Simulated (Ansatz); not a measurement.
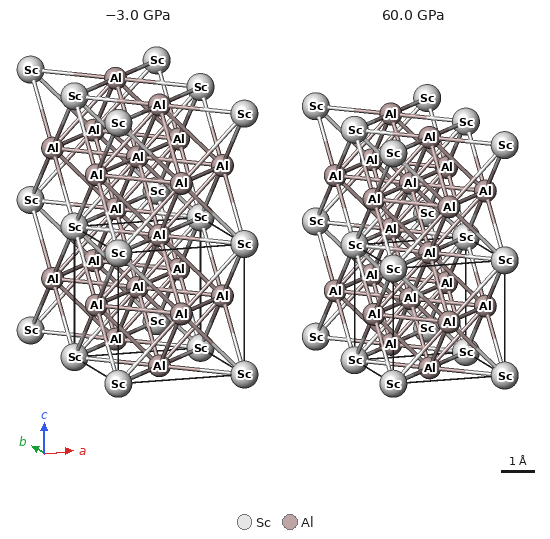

Solid ScAl₃ (set up in Pm-3m), relaxed (cell and atoms) at several target pressures. The picture shows the first and the last member. Style: ball-and-stick. Shown: the cell of the calculation, repeated 1 × 2 × 2 with one cell outlined, slightly off an axis.

Computed with Ansatz 0.2.0: DFT PBEsol, scalar-relativistic, plane waves, PAW. Settings: plane-wave cutoff 420 eV; k-point mesh 10 × 10 × 10 at −3.0 to 8.0, 12 × 12 × 12 at 15.0 to 60.0 GPa; occupations gaussian; smearing width 0.1 eV; no spin polarisation; cell and atoms relaxed; force threshold 0.008 eV/Å.

| pressure (GPa) | volume (Å³/atom) | a (Å) |
| --- | --- | --- |
| −3.0 | 17.472 | 4.119 |
| 0.0 | 16.871 | 4.071 |
| 3.0 | 16.357 | 4.030 |
| 8.0 | 15.649 | 3.971 |
| 15.0 | 14.869 | 3.903 |
| 30.0 | ? | ? |
| 60.0 | 12.046 | 3.639 |

Q: Estimate the missing row from the others, and compare with the calculation.

A: Murnaghan's form V = V₀(1 + B′P/B₀)^(−1/B′), with V₀ = 16.871 Å³ from the row at zero pressure, fits the other rows with B₀ = 93.3 GPa and B′ = 3.51 (largest miss 0.017 Å³). At 30.0 GPa it gives 16.871 × (1 + 3.51 × 30.0/93.3)^(−1/3.51) = 13.604 Å³ per atom. The calculation gives 13.631 Å³/atom (a = 3.792 Å). The estimate is 0.027 Å³/atom too low. From the first member to the last: Al–Sc 2.913 → 2.573 Å, Al–Al 2.913 → 2.573 Å.

The whole series:

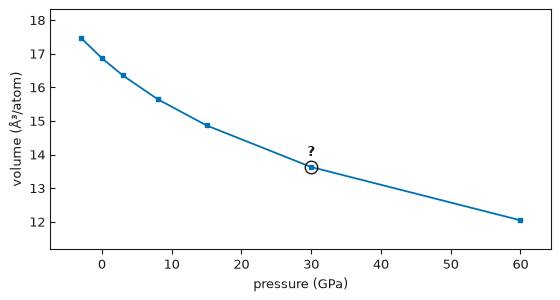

Each member starts from this one structure; whether another phase lies lower wasn't checked.
